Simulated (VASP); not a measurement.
Geometry relaxation of Ge (part 2 of 6)

Ge (4 atoms in the cell); Kohn-Sham DFT of a periodic cell, LDA, VASP PAW LDA potentials, recommended, no spin polarisation (VASP 6.6.1); cutoff 220 eV, 3×2×3 k-mesh, Gaussian smearing of 0.02 eV. The structure was built on a prototype by a generator; it need not be a known phase.

Geometry of the input (Å; fractional positions):
```
4.0937  0.0000  -0.0000
0.0000  5.7894  0.0000
0.0000  0.0000  3.9176
Ge 0.0000  0.0000  0.0000
Ge 0.5000  0.5000  0.5000
Ge 0.0000  0.2500  0.5000
Ge 0.5000  0.7500  0.0000
```

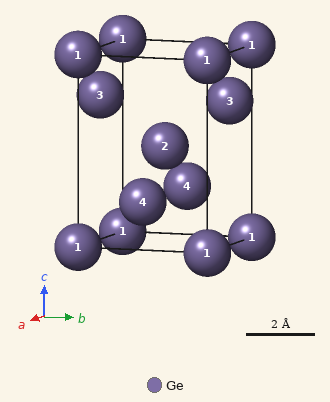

**Figure 1.** The starting structure (spheres-only view of the cell of the calculation, set on other vectors, seen slightly off an axis; atoms are numbered from 1 in the order of the input). An atom can appear more than once, as a periodic image.

**OSZICAR, continued**
```
RMM:  41    -0.189692168240E+02   -0.25738E-02   -0.24671E-02   171   0.336E-02    0.391E-02
RMM:  42    -0.189719998591E+02   -0.27830E-02   -0.26641E-02   176   0.341E-02    0.424E-02
RMM:  43    -0.189750078994E+02   -0.30080E-02   -0.28754E-02   173   0.348E-02    0.460E-02
RMM:  44    -0.189782565140E+02   -0.32486E-02   -0.31007E-02   175   0.356E-02    0.499E-02
RMM:  45    -0.189817604083E+02   -0.35039E-02   -0.33389E-02   171   0.364E-02    0.541E-02
RMM:  46    -0.189855325411E+02   -0.37721E-02   -0.35883E-02   180   0.379E-02    0.586E-02
RMM:  47    -0.189895826014E+02   -0.40501E-02   -0.38457E-02   224   0.399E-02    0.634E-02
RMM:  48    -0.189939174313E+02   -0.43348E-02   -0.41080E-02   182   0.386E-02    0.686E-02
RMM:  49    -0.189985389859E+02   -0.46216E-02   -0.43700E-02   195   0.388E-02    0.741E-02
RMM:  50    -0.190034399583E+02   -0.49010E-02   -0.46236E-02   193   0.390E-02    0.800E-02
RMM:  51    -0.190086051656E+02   -0.51652E-02   -0.48609E-02   185   0.391E-02    0.862E-02
RMM:  52    -0.190140095836E+02   -0.54044E-02   -0.50723E-02   192   0.392E-02    0.928E-02
RMM:  53    -0.190196149787E+02   -0.56054E-02   -0.52470E-02   194   0.392E-02    0.996E-02
RMM:  54    -0.190253734115E+02   -0.57584E-02   -0.53745E-02   212   0.392E-02    0.107E-01
RMM:  55    -0.190312249522E+02   -0.58515E-02   -0.54448E-02   200   0.387E-02    0.114E-01
RMM:  56    -0.190371008306E+02   -0.58759E-02   -0.54503E-02   209   0.381E-02    0.121E-01
RMM:  57    -0.190429275779E+02   -0.58267E-02   -0.53865E-02   319   0.376E-02    0.128E-01
RMM:  58    -0.190486253471E+02   -0.56978E-02   -0.52522E-02   188   0.365E-02    0.135E-01
RMM:  59    -0.190541235013E+02   -0.54982E-02   -0.50515E-02   187   0.353E-02    0.142E-01
RMM:  60    -0.190593547021E+02   -0.52312E-02   -0.47919E-02   221   0.342E-02
   4 F= -.19059355E+02 E0= -.19059355E+02  d E =-.143921E+01
       N       E                     dE             d eps       ncg     rms          rms(c)
DAV:   1    -0.191250534293E+02   -0.70930E-01   -0.19673E+02   555   0.104E+02    0.352E+00
RMM:   2    -0.194841093159E+02   -0.35906E+00   -0.63249E+00   584   0.238E+01    0.222E+00
RMM:   3    -0.194671843663E+02    0.16925E-01   -0.14251E+00   596   0.926E+00    0.444E-01
RMM:   4    -0.194951775608E+02   -0.27993E-01   -0.33444E-01   614   0.499E+00    0.371E-01
RMM:   5    -0.195038295774E+02   -0.86520E-02   -0.83474E-02   664   0.196E+00    0.184E-01
RMM:   6    -0.195061079264E+02   -0.22783E-02   -0.16682E-02   692   0.634E-01    0.472E-02
RMM:   7    -0.195069454878E+02   -0.83756E-03   -0.58222E-03   617   0.265E-01    0.240E-02
RMM:   8    -0.195078773410E+02   -0.93185E-03   -0.28879E-03   723   0.126E-01    0.687E-02
RMM:   9    -0.196754496122E+02   -0.16757E+00   -0.26927E-01   680   0.106E-01    0.437E-01
RMM:  10    -0.197080300946E+02   -0.32580E-01   -0.31936E-01   625   0.168E-01    0.439E-01
RMM:  11    -0.197906244508E+02   -0.82594E-01   -0.18954E-01   604   0.101E-01    0.581E-01
RMM:  12    -0.198215260033E+02   -0.30902E-01   -0.28411E-01   605   0.163E-01    0.584E-01
RMM:  13    -0.198400681071E+02   -0.18542E-01   -0.17775E-01   532   0.105E-01    0.589E-01
RMM:  14    -0.198554396571E+02   -0.15372E-01   -0.14830E-01   370   0.819E-02    0.593E-01
RMM:  15    -0.198677778573E+02   -0.12338E-01   -0.11828E-01   583   0.742E-02    0.598E-01
RMM:  16    -0.198779431208E+02   -0.10165E-01   -0.99060E-02   346   0.603E-02    0.601E-01
RMM:  17    -0.198859142548E+02   -0.79711E-02   -0.79989E-02   657   0.660E-02    0.599E-01
RMM:  18    -0.198933311022E+02   -0.74168E-02   -0.66555E-02   776   0.836E-02    0.610E-01
RMM:  19    -0.198983640579E+02   -0.50330E-02   -0.54664E-02   777   0.739E-02    0.603E-01
RMM:  20    -0.199030914567E+02   -0.47274E-02   -0.44856E-02   651   0.477E-02    0.608E-01
RMM:  21    -0.199071133414E+02   -0.40219E-02   -0.37180E-02   656   0.487E-02    0.613E-01
RMM:  22    -0.199098839522E+02   -0.27706E-02   -0.30124E-02   569   0.395E-02    0.610E-01
RMM:  23    -0.199099658664E+02   -0.81914E-04   -0.25388E-02   978   0.151E-01    0.576E-01
RMM:  24    -0.199115650141E+02   -0.15991E-02   -0.20187E-02   892   0.549E-02    0.569E-01
RMM:  25    -0.199132574342E+02   -0.16924E-02   -0.16806E-02   485   0.280E-02    0.570E-01
RMM:  26    -0.199145474615E+02   -0.12900E-02   -0.13407E-02   483   0.238E-02    0.570E-01
RMM:  27    -0.199149126479E+02   -0.36519E-03   -0.11274E-02   954   0.514E-02    0.560E-01
RMM:  28    -0.199159775621E+02   -0.10649E-02   -0.89141E-03   590   0.257E-02    0.562E-01
RMM:  29    -0.199164400941E+02   -0.46253E-03   -0.75079E-03   655   0.295E-02    0.559E-01
RMM:  30    -0.199166909634E+02   -0.25087E-03   -0.59351E-03   798   0.324E-02    0.554E-01
RMM:  31    -0.199172283972E+02   -0.53743E-03   -0.49941E-03   478   0.157E-02    0.555E-01
RMM:  32    -0.199173827312E+02   -0.15433E-03   -0.39390E-03   640   0.206E-02    0.552E-01
RMM:  33    -0.199168223432E+02    0.56039E-03   -0.33785E-03   970   0.486E-02    0.539E-01
RMM:  34    -0.199169854607E+02   -0.16312E-03   -0.26222E-03   525   0.189E-02    0.538E-01
RMM:  35    -0.199171685995E+02   -0.18314E-03   -0.22121E-03   486   0.121E-02    0.538E-01
RMM:  36    -0.199173417362E+02   -0.17314E-03   -0.17371E-03   356   0.896E-03    0.538E-01
RMM:  37    -0.199176651128E+02   -0.32338E-03   -0.14749E-03   641   0.162E-02    0.539E-01
RMM:  38    -0.199177573563E+02   -0.92243E-04   -0.11548E-03   392   0.809E-03    0.540E-01
RMM:  39    -0.199178092052E+02   -0.51849E-04   -0.98146E-04   471   0.870E-03    0.540E-01
RMM:  40    -0.199178624513E+02   -0.53246E-04   -0.76833E-04   352   0.638E-03    0.541E-01
RMM:  41    -0.199179795383E+02   -0.11709E-03   -0.65424E-04   445   0.698E-03    0.540E-01
RMM:  42    -0.199180345704E+02   -0.55032E-04   -0.51180E-04   323   0.501E-03    0.541E-01
RMM:  43    -0.199181535267E+02   -0.11896E-03   -0.43761E-04   498   0.862E-03    0.543E-01
RMM:  44    -0.199180551079E+02    0.98419E-04   -0.34870E-04   659   0.162E-02    0.545E-01
RMM:  45    -0.199177435977E+02    0.31151E-03   -0.31930E-04   914   0.305E-02    0.546E-01
RMM:  46    -0.199177785305E+02   -0.34933E-04   -0.25034E-04   736   0.221E-02    0.554E-01
RMM:  47    -0.199176835505E+02    0.94980E-04   -0.21027E-04   730   0.261E-02    0.556E-01
RMM:  48    -0.199173824863E+02    0.30106E-03   -0.16235E-04   661   0.197E-02    0.548E-01
RMM:  49    -0.199174350660E+02   -0.52580E-04   -0.13250E-04   494   0.678E-03    0.550E-01
RMM:  50    -0.199174545894E+02   -0.19523E-04   -0.10239E-04   351   0.375E-03    0.550E-01
RMM:  51    -0.199168187289E+02    0.63586E-03   -0.10960E-04   796   0.264E-02    0.539E-01
RMM:  52    -0.199130474616E+02    0.37713E-02   -0.89789E-02   978   0.148E+00    0.787E-01
RMM:  53    -0.199118169181E+02    0.12305E-02   -0.60902E-03   978   0.410E-01    0.619E-01
RMM:  54    -0.199127612058E+02   -0.94429E-03   -0.22400E-03   978   0.220E-01    0.542E-01
RMM:  55    -0.199143501297E+02   -0.15889E-02   -0.90188E-04   978   0.166E-01    0.569E-01
RMM:  56    -0.199175017002E+02   -0.31516E-02   -0.16508E-03   978   0.204E-01    0.633E-01
RMM:  57    -0.199220797068E+02   -0.45780E-02   -0.47181E-03   978   0.506E-01    0.753E-01
RMM:  58    -0.199218270019E+02    0.25270E-03   -0.33910E-04   966   0.689E-02    0.754E-01
RMM:  59    -0.199216525981E+02    0.17440E-03   -0.11847E-04   790   0.258E-02    0.753E-01
RMM:  60    -0.199216410254E+02    0.11573E-04   -0.32581E-05   680   0.182E-02
   5 F= -.19921641E+02 E0= -.19920640E+02  d E =-.862286E+00
       N       E                     dE             d eps       ncg     rms          rms(c)
DAV:   1    -0.199958963768E+02   -0.74244E-01   -0.10547E+01   547   0.222E+01    0.109E+00
RMM:   2    -0.199831329341E+02    0.12763E-01   -0.18148E-01   592   0.367E+00    0.641E-01
RMM:   3    -0.199728911450E+02    0.10242E-01   -0.61561E-02   595   0.198E+00    0.884E-02
RMM:   4    -0.199737354006E+02   -0.84426E-03   -0.13527E-02   637   0.928E-01    0.749E-02
RMM:   5    -0.199739361379E+02   -0.20074E-03   -0.27009E-03   656   0.362E-01    0.549E-02
RMM:   6    -0.199739814026E+02   -0.45265E-04   -0.50718E-04   587   0.193E-01    0.222E-02
RMM:   7    -0.199739677375E+02    0.13665E-04   -0.22649E-04   607   0.113E-01    0.579E-03
RMM:   8    -0.199739746978E+02   -0.69603E-05   -0.68411E-05   676   0.476E-02    0.729E-03
RMM:   9    -0.199739764721E+02   -0.17743E-05   -0.16208E-05   620   0.182E-02    0.490E-03
RMM:  10    -0.199739770287E+02   -0.55661E-06   -0.71634E-06   549   0.935E-03    0.810E-03
RMM:  11    -0.199739774155E+02   -0.38677E-06   -0.30916E-06   440   0.413E-03    0.844E-03
RMM:  12    -0.199739826199E+02   -0.52044E-05   -0.22387E-06   406   0.442E-03    0.351E-03
RMM:  13    -0.199740441027E+02   -0.61483E-04   -0.16572E-04   345   0.279E-03    0.220E-02
RMM:  14    -0.199740998603E+02   -0.55758E-04   -0.37893E-04   333   0.267E-03    0.357E-02
RMM:  15    -0.199741482535E+02   -0.48393E-04   -0.35275E-04   321   0.245E-03    0.461E-02
RMM:  16    -0.199741914418E+02   -0.43188E-04   -0.33322E-04   327   0.275E-03    0.546E-02
RMM:  17    -0.199742313016E+02   -0.39860E-04   -0.31262E-04   240   0.260E-03    0.619E-02
RMM:  18    -0.199742686689E+02   -0.37367E-04   -0.30263E-04   291   0.263E-03    0.683E-02
RMM:  19    -0.199743042104E+02   -0.35541E-04   -0.29002E-04   272   0.269E-03    0.741E-02
RMM:  20    -0.199743379080E+02   -0.33698E-04   -0.28149E-04   254   0.263E-03    0.794E-02
RMM:  21    -0.199743700349E+02   -0.32127E-04   -0.27107E-04   224   0.271E-03    0.842E-02
RMM:  22    -0.199744005560E+02   -0.30521E-04   -0.26188E-04   233   0.251E-03    0.886E-02
RMM:  23    -0.199744296129E+02   -0.29057E-04   -0.25165E-04   208   0.242E-03    0.926E-02
RMM:  24    -0.199744572178E+02   -0.27605E-04   -0.24197E-04   187   0.259E-03    0.964E-02
RMM:  25    -0.199744833317E+02   -0.26114E-04   -0.23183E-04   185   0.257E-03    0.998E-02
RMM:  26    -0.199745083648E+02   -0.25033E-04   -0.22196E-04   213   0.241E-03    0.103E-01
RMM:  27    -0.199745319068E+02   -0.23542E-04   -0.21208E-04   163   0.232E-03    0.106E-01
RMM:  28    -0.199745542638E+02   -0.22357E-04   -0.20244E-04   147   0.228E-03    0.109E-01
RMM:  29    -0.199745753446E+02   -0.21081E-04   -0.19294E-04   170   0.229E-03    0.111E-01
RMM:  30    -0.199745953542E+02   -0.20010E-04   -0.18369E-04   154   0.212E-03    0.114E-01
RMM:  31    -0.199746143643E+02   -0.19010E-04   -0.17471E-04   156   0.229E-03    0.116E-01
RMM:  32    -0.199746322924E+02   -0.17928E-04   -0.16602E-04   168   0.224E-03    0.118E-01
RMM:  33    -0.199746492046E+02   -0.16912E-04   -0.15757E-04   141   0.215E-03    0.120E-01
RMM:  34    -0.199746651036E+02   -0.15899E-04   -0.14947E-04   155   0.225E-03    0.121E-01
RMM:  35    -0.199746801708E+02   -0.15067E-04   -0.14157E-04   137   0.190E-03    0.123E-01
RMM:  36    -0.199746941481E+02   -0.13977E-04   -0.13399E-04   133   0.195E-03    0.125E-01
RMM:  37    -0.199747076774E+02   -0.13529E-04   -0.12669E-04   129   0.180E-03    0.126E-01
RMM:  38    -0.199747202716E+02   -0.12594E-04   -0.11968E-04   124   0.170E-03    0.127E-01
RMM:  39    -0.199747321946E+02   -0.11923E-04   -0.11297E-04   132   0.176E-03    0.128E-01
RMM:  40    -0.199747435058E+02   -0.11311E-04   -0.10653E-04   140   0.175E-03    0.130E-01
RMM:  41    -0.199747539340E+02   -0.10428E-04   -0.10034E-04   129   0.167E-03    0.131E-01
RMM:  42    -0.199747639981E+02   -0.10064E-04   -0.94443E-05   136   0.177E-03    0.132E-01
RMM:  43    -0.199747733240E+02   -0.93259E-05   -0.88806E-05   136   0.164E-03    0.133E-01
RMM:  44    -0.199747819603E+02   -0.86363E-05   -0.83377E-05   121   0.151E-03    0.134E-01
RMM:  45    -0.199747899726E+02   -0.80123E-05   -0.78242E-05   131   0.156E-03    0.134E-01
RMM:  46    -0.199747974827E+02   -0.75101E-05   -0.73287E-05   121   0.140E-03    0.135E-01
RMM:  47    -0.199748066866E+02   -0.92039E-05   -0.68711E-05   322   0.298E-03    0.136E-01
RMM:  48    -0.199748096270E+02   -0.29403E-05   -0.64275E-05   318   0.201E-03    0.136E-01
RMM:  49    -0.199748236075E+02   -0.13980E-04   -0.59947E-05   255   0.203E-03    0.138E-01
RMM:  50    -0.199748282065E+02   -0.45991E-05   -0.56272E-05   199   0.208E-03    0.138E-01
RMM:  51    -0.199748305900E+02   -0.23834E-05   -0.52372E-05   188   0.189E-03    0.138E-01
RMM:  52    -0.199748329701E+02   -0.23802E-05   -0.48686E-05   343   0.266E-03    0.138E-01
RMM:  53    -0.199748100485E+02    0.22922E-04   -0.45626E-05   475   0.380E-03    0.135E-01
RMM:  54    -0.199748015172E+02    0.85313E-05   -0.41283E-05   418   0.263E-03    0.133E-01
RMM:  55    -0.199748034493E+02   -0.19321E-05   -0.37792E-05   313   0.159E-03    0.133E-01
RMM:  56    -0.199748023837E+02    0.10657E-05   -0.34998E-05   321   0.171E-03    0.133E-01
RMM:  57    -0.199747312980E+02    0.71086E-04   -0.35415E-05   581   0.869E-03    0.122E-01
RMM:  58    -0.199746791443E+02    0.52154E-04   -0.31457E-05   601   0.849E-03    0.112E-01
RMM:  59    -0.199746383659E+02    0.40778E-04   -0.26581E-05   555   0.696E-03    0.105E-01
RMM:  60    -0.199745660318E+02    0.72334E-04   -0.28091E-05   659   0.120E-02
   6 F= -.19974566E+02 E0= -.19973404E+02  d E =-.915211E+00
       N       E                     dE             d eps       ncg     rms          rms(c)
DAV:   1    -0.200431986951E+02   -0.68560E-01   -0.42201E+01   529   0.446E+01    0.162E+00
RMM:   2    -0.200606911418E+02   -0.17492E-01   -0.70702E-01   586   0.812E+00    0.108E+00
RMM:   3    -0.200468182986E+02    0.13873E-01   -0.27086E-01   586   0.467E+00    0.347E-01
RMM:   4    -0.200426665976E+02    0.41517E-02   -0.46450E-02   583   0.212E+00    0.164E-01
RMM:   5    -0.200432725038E+02   -0.60591E-03   -0.13397E-02   593   0.992E-01    0.135E-01
RMM:   6    -0.200432761343E+02   -0.36305E-05   -0.28373E-03   587   0.531E-01    0.391E-02
RMM:   7    -0.200433274099E+02   -0.51276E-04   -0.12038E-03   652   0.271E-01    0.195E-02
RMM:   8    -0.200433486285E+02   -0.21219E-04   -0.19966E-04   668   0.978E-02    0.201E-02
RMM:   9    -0.200433529748E+02   -0.43463E-05   -0.31595E-05   651   0.339E-02    0.110E-02
RMM:  10    -0.200433522159E+02    0.75894E-06   -0.17860E-05   589   0.330E-02    0.627E-03
RMM:  11    -0.200433530056E+02   -0.78970E-06   -0.64836E-06   557   0.100E-02    0.415E-03
RMM:  12    -0.200433533161E+02   -0.31051E-06   -0.28168E-06   358   0.417E-03    0.316E-03
RMM:  13    -0.200433534925E+02   -0.17637E-06   -0.14197E-06   328   0.228E-03    0.328E-03
RMM:  14    -0.200433535670E+02   -0.74469E-07   -0.93919E-07   319   0.307E-03
   7 F= -.20043354E+02 E0= -.20042363E+02  d E =-.983999E+00
       N       E                     dE             d eps       ncg     rms          rms(c)
DAV:   1    -0.259905473476E+02   -0.59472E+01   -0.11913E+02   603   0.988E+01    0.150E+01
RMM:   2    -0.220951969141E+02    0.38954E+01   -0.11655E+01   588   0.325E+01    0.831E+00
RMM:   3    -0.203506576045E+02    0.17445E+01   -0.41417E+00   590   0.166E+01    0.126E+00
RMM:   4    -0.203739316419E+02   -0.23274E-01   -0.81970E-01   605   0.800E+00    0.977E-01
RMM:   5    -0.203933791404E+02   -0.19447E-01   -0.22002E-01   643   0.330E+00    0.604E-01
RMM:   6    -0.203957743956E+02   -0.23953E-02   -0.34191E-02   593   0.162E+00    0.172E-01
RMM:   7    -0.203962101623E+02   -0.43577E-03   -0.16577E-02   624   0.936E-01    0.104E-01
RMM:   8    -0.203966189971E+02   -0.40883E-03   -0.39978E-03   687   0.360E-01    0.136E-01
RMM:   9    -0.203967361330E+02   -0.11714E-03   -0.13145E-03   668   0.120E-01    0.139E-01
RMM:  10    -0.203967597427E+02   -0.23610E-04   -0.44888E-04   608   0.604E-02    0.136E-01
RMM:  11    -0.203967763385E+02   -0.16596E-04   -0.34150E-04   589   0.683E-02    0.141E-01
RMM:  12    -0.203967903017E+02   -0.13963E-04   -0.13657E-04   675   0.197E-02    0.144E-01
RMM:  13    -0.203968017207E+02   -0.11419E-04   -0.10659E-04   486   0.807E-03    0.150E-01
RMM:  14    -0.203968067186E+02   -0.49980E-05   -0.47990E-05   390   0.525E-03    0.154E-01
RMM:  15    -0.203968108578E+02   -0.41391E-05   -0.38481E-05   344   0.355E-03    0.157E-01
RMM:  16    -0.203968099833E+02    0.87443E-06   -0.25142E-05   667   0.147E-02    0.989E-02
RMM:  17    -0.203968117306E+02   -0.17473E-05   -0.16826E-05   512   0.768E-03    0.857E-02
RMM:  18    -0.203968124978E+02   -0.76724E-06   -0.85512E-06   326   0.279E-03    0.844E-02
RMM:  19    -0.203968144641E+02   -0.19662E-05   -0.71603E-06   482   0.448E-03    0.705E-02
RMM:  20    -0.203968131804E+02    0.12837E-05   -0.34263E-06   402   0.264E-03    0.697E-02
RMM:  21    -0.203968107322E+02    0.24483E-05   -0.25219E-06   473   0.335E-03    0.668E-02
RMM:  22    -0.203968100731E+02    0.65908E-06   -0.13778E-06   415   0.466E-03    0.561E-02
RMM:  23    -0.203968013565E+02    0.87166E-05   -0.77404E-06   644   0.135E-02    0.235E-02
RMM:  24    -0.203967994308E+02    0.19257E-05   -0.49208E-06   609   0.103E-02    0.545E-03
RMM:  25    -0.203967994829E+02   -0.52125E-07   -0.56723E-07   455   0.323E-03
   8 F= -.20396799E+02 E0= -.20396799E+02  d E =-.353446E+00
       N       E                     dE             d eps       ncg     rms          rms(c)
DAV:   1    -0.206596976868E+02   -0.26290E+00   -0.52809E+00   563   0.242E+01    0.303E+00
RMM:   2    -0.204851019477E+02    0.17460E+00   -0.50130E-01   590   0.716E+00    0.167E+00
RMM:   3    -0.204082579527E+02    0.76844E-01   -0.18456E-01   593   0.367E+00    0.231E-01
RMM:   4    -0.204088762222E+02   -0.61827E-03   -0.33890E-02   604   0.156E+00    0.173E-01
RMM:   5    -0.204096376126E+02   -0.76139E-03   -0.92153E-03   642   0.652E-01    0.111E-01
RMM:   6    -0.204097289808E+02   -0.91368E-04   -0.15803E-03   597   0.326E-01    0.373E-02
RMM:   7    -0.204097572304E+02   -0.28250E-04   -0.75356E-04   623   0.179E-01    0.171E-02
RMM:   8    -0.204097838923E+02   -0.26662E-04   -0.26778E-04   678   0.741E-02    0.210E-02
RMM:   9    -0.204097960684E+02   -0.12176E-04   -0.11917E-04   642   0.267E-02    0.194E-02
RMM:  10    -0.204098033789E+02   -0.73105E-05   -0.62338E-05   550   0.130E-02    0.295E-02
RMM:  11    -0.204098055723E+02   -0.21934E-05   -0.37311E-05   460   0.694E-03    0.193E-02
RMM:  12    -0.204098061120E+02   -0.53967E-06   -0.30937E-05   686   0.308E-02    0.433E-02
RMM:  13    -0.204098056736E+02    0.43837E-06   -0.14793E-05   439   0.768E-03    0.228E-02
RMM:  14    -0.204098060687E+02   -0.39507E-06   -0.63988E-06   424   0.389E-03    0.161E-02
RMM:  15    -0.204098064776E+02   -0.40899E-06   -0.53928E-06   378   0.258E-03    0.823E-03
RMM:  16    -0.204098066858E+02   -0.20815E-06   -0.24723E-06   350   0.221E-03    0.560E-03
RMM:  17    -0.204098068702E+02   -0.18437E-06   -0.20501E-06   351   0.191E-03    0.293E-03
RMM:  18    -0.204098069475E+02   -0.77378E-07   -0.92215E-07   179   0.109E-03
   9 F= -.20409807E+02 E0= -.20409807E+02  d E =-.366453E+00
       N       E                     dE             d eps       ncg     rms          rms(c)
DAV:   1    -0.204167700379E+02   -0.69632E-02   -0.14391E-01   547   0.419E+00    0.492E-01
RMM:   2    -0.204121143464E+02    0.46557E-02   -0.13848E-02   590   0.120E+00    0.273E-01
RMM:   3    -0.204100410855E+02    0.20733E-02   -0.52721E-03   592   0.637E-01    0.355E-02
```
